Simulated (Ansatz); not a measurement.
Given this structure:

```
CELL_PARAMETERS angstrom
4.42099 0.00000 0.00000
-2.21050 3.82869 0.00000
0.00000 0.00000 2.69327
ATOMIC_POSITIONS crystal
Ti 0.00000 0.00000 0.00000
Ti 0.33333 0.66667 0.50000
Ti 0.66667 0.33333 0.50000
```

Q: Interpret the file: composition, symmetry and coordination.

A: The element is titanium. The structure has P6/mmm (No. 191) symmetry and a primitive hexagonal lattice. Among the common structure types it is ω phase (AlB₂-like). The cell holds three atoms. By contacts within bonding range, the coordination numbers are Ti 2 to 5 (mean 4.0). Not all metal-metal contacts are counted.

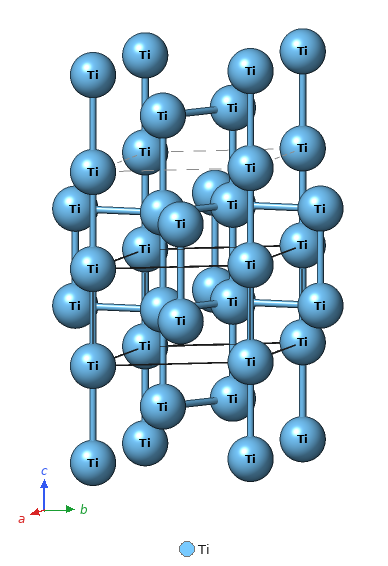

Crystal structure, ball-and-stick style, seen slightly off an axis. Solid lines give the conventional unit cell, repeated here 1×1×2 times. Atoms of adjacent cells appear where they bond to atoms in the box.

The structure was taken from a structure listed in the Materials Project. The cell was then strained or its atoms displaced on purpose. Ansatz was used for an electronic-structure calculation on it.

At this level of theory the cell isn't at rest (compressed, at 17 GPa), so its distances can differ from those at equilibrium, the more so the softer the solid.
